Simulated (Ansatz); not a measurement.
# NbP: what the fields show

```
Nb P
1.0
     3.31446    0.00000    0.00000
    -1.65723    2.87040    0.00000
     0.00000    0.00000    6.72273
Nb P
2 2
Direct
  0.00000 0.00000 0.00000
  0.00000 0.00000 0.50000
  0.33333 0.66667 0.25000
  0.66667 0.33333 0.75000
```

Space group P6₃/mmc; a structure generated by program, which may or may not match a known phase; computed pressure about −5 GPa in this cell.

All numbers below come from DFT PBEsol, scalar-relativistic, plane waves, PAW (Ansatz 0.2.0).

Core electrons are frozen (PAW), and the valence fields are smoothed inside the atomic spheres.

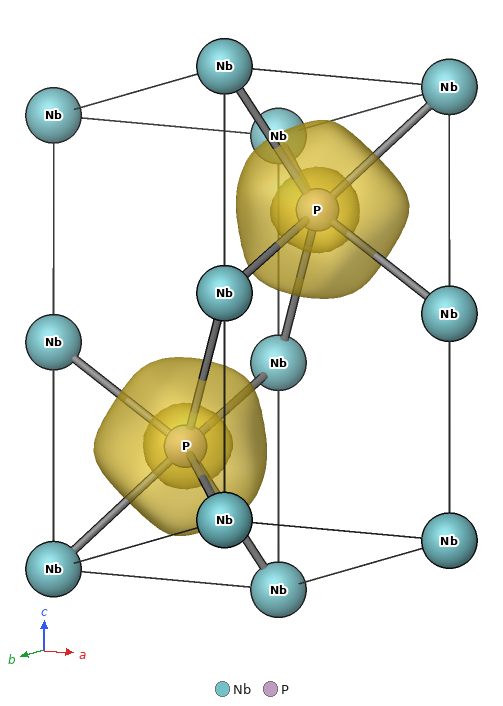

Figure 1. Isosurface of the electron localisation function at 0.6 (yellow), seen at an oblique angle. Only the valence region is drawn (cores and ρ < 0.01 e/Å³ removed). Sticks mark near contacts.

Describe the localisation domains.

The surface consists of two regions wrapped around P (the valence shell of each), counted in one cell of 4 atoms. Any copies at cell faces, edges or corners count once. Profiles from the grid: Nb–P (2.55 Å): the ELF peaks at about 0.80 in the valence shell of P, 0.8 Å from its nucleus, and is about 0.35 at the midpoint.

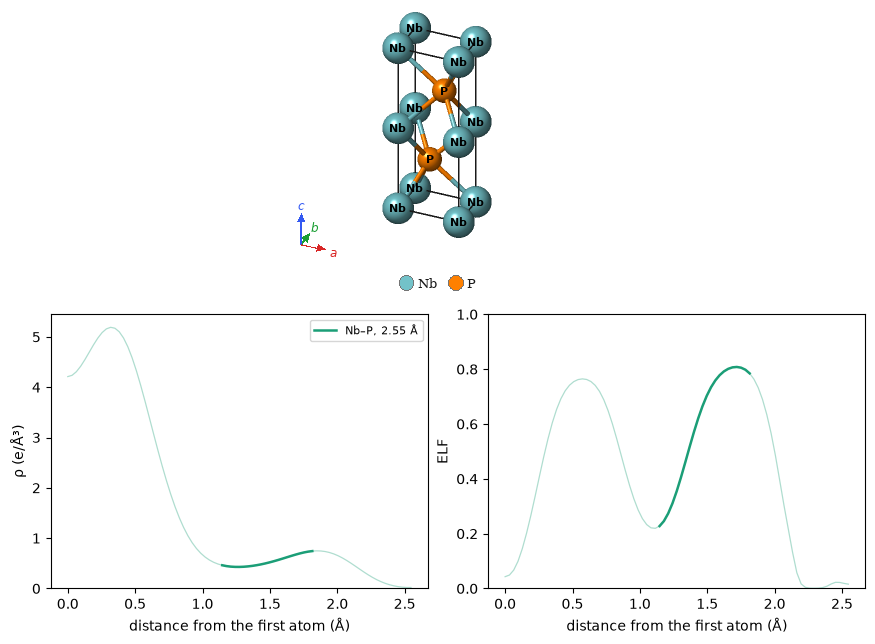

Figure 2. Valence electron density and ELF along straight lines between neighbouring atoms. Thin, pale parts lie inside the atomic spheres. The structure is drawn too.

What can be read from the curves?

Nb–P (2.55 Å): ρ at the midpoint is about 0.43 e/Å³; the ELF peaks at about 0.80 in the valence shell of P, 0.8 Å from its nucleus, and is about 0.35 at the midpoint.

Metal or insulator at this level of theory?

It is gapless in this calculation (a metal or semimetal).

Which way does charge flow, and how much by Bader's partition?

Electrons move from Nb towards P. Bader charges: Nb +1.16 and P −1.16 e.
